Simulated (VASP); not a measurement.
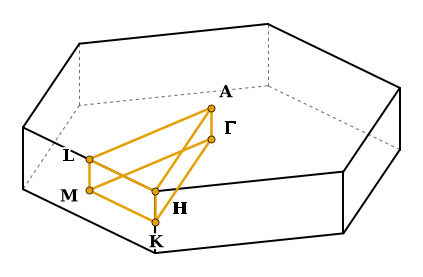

The figure shows the first Brillouin zone with its special points and a band path. Crystal: Te2Mo, the end point of a relaxation with VASP 6.6.1, VASP Kohn-Sham DFT of a periodic cell, PW91, VASP PAW PBE potentials, recommended. Symmetry computed with spglib at a tolerance of 0.002 Å; standard conventional cell.

Labels and path follow the convention of Hinuma et al. (2017), as computed by seekpath.

> What lattice type do the shape and the labels point to?

A primitive hexagonal lattice (hP; extended symbol hP2). The zone is a hexagonal prism in its combinatorial type: 8 faces (6 with 4 edges, 2 with 6 edges), 18 edges, 12 vertices.

> In which order does the conventional band path visit the special points?

Γ–M–K–Γ–A–L–H–A | L–M | H–K
